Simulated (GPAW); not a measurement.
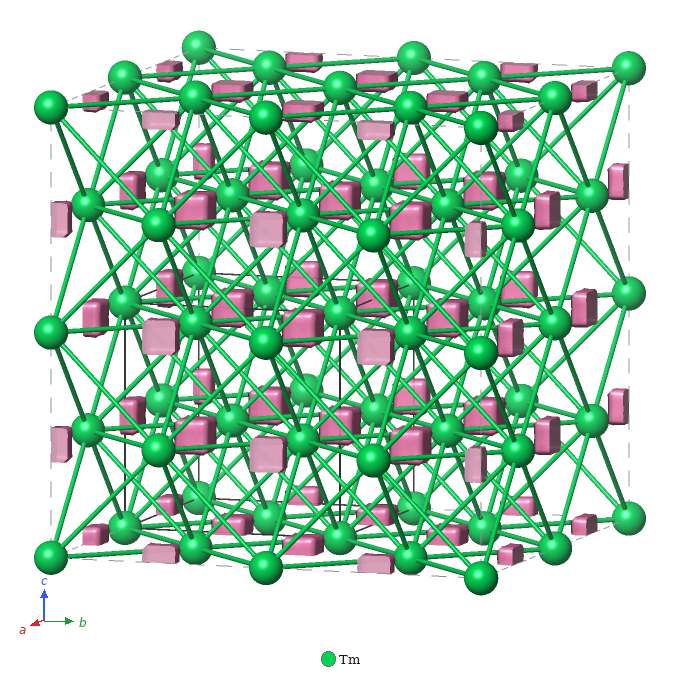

The pink surface encloses the points that the centre of a probe sphere of radius 0.35 Å can occupy in Tm (Fm-3m, No. 225), computed on a grid of about 0.14 Å (2×2×2 cells shown, view slightly off an axis; pale faces close the region where the box cuts it).

Atoms are hard spheres with touching radii (half the shortest distance): Tm 1.75 Å.

The cell is taken from a cell listed in the Materials Project, as set up for an electronic-structure calculation.

```
Tm
1.0
     4.93605    0.00000    0.00000
     0.00000    4.93605    0.00000
     0.00000    0.00000    4.93605
Tm
4
Direct
  0.00000 0.00000 0.00000
  0.00000 0.50000 0.50000
  0.50000 0.00000 0.50000
  0.50000 0.50000 0.00000
```

Do these regions connect?

They are isolated pockets that do not connect across cells.

What share of the cell can the probe's centre reach?

About 1.7 % of the volume (2.1 Å³ of 120.3 Å³).

Give the largest included and the largest free sphere.

The largest sphere that fits anywhere has a diameter of 1.45 Å; the largest that can travel through the crystal, about 0.5 Å.

How does the connectivity change as the probe shrinks?

Below a radius of about 0.27 Å the space forms a three-dimensional network. These are grid estimates, good to about 0.05 Å.
